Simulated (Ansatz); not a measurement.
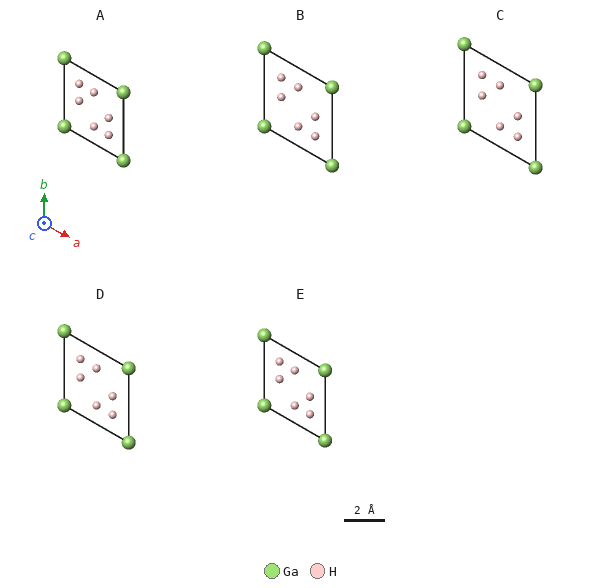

5 geometries from one relaxation of crystalline GaH6 (a generated structure, set up in Im-3m) (coarse preliminary run), in shuffled order. The picture is a ball-and-stick view of the cell of the calculation, seen along the c axis.

The calculation used DFT PBE, scalar-relativistic, plane waves, PAW in Ansatz 0.2.0. Settings: plane-wave cutoff 420 eV; k-point mesh 6 × 6 × 6; occupations gaussian; smearing width 0.1 eV; no spin polarisation; cell and atoms relaxed; force threshold 0.04 eV/Å; at most 70 steps.

**Put them in the order of the run, from the start to the converged end.**

C, B, D, E, A. They are steps 0, 1, 2, 3, 6, at +259 meV per atom, +152 meV per atom, +63.5 meV per atom, +6.3 meV per atom relative to the last. No atom moves by more than 0.005 Å relative to the cell. The drawn cell changes as follows: a = b = c 4.431 → 3.676 Å (−17.0 %); the volume changes by −42.9 %. The space group stays Im-3m (No. 229). Over 5 accepted moves (6 points after the start) the energy falls by 259 meV per atom. All forces vanish by symmetry, so only the cell relaxes. The pressure goes from −12.87 to −0.15 GPa. At 1 point the geometry stayed and the basis and grid were re-selected for the new cell (energy shift of 1.9 meV per atom at most each time).
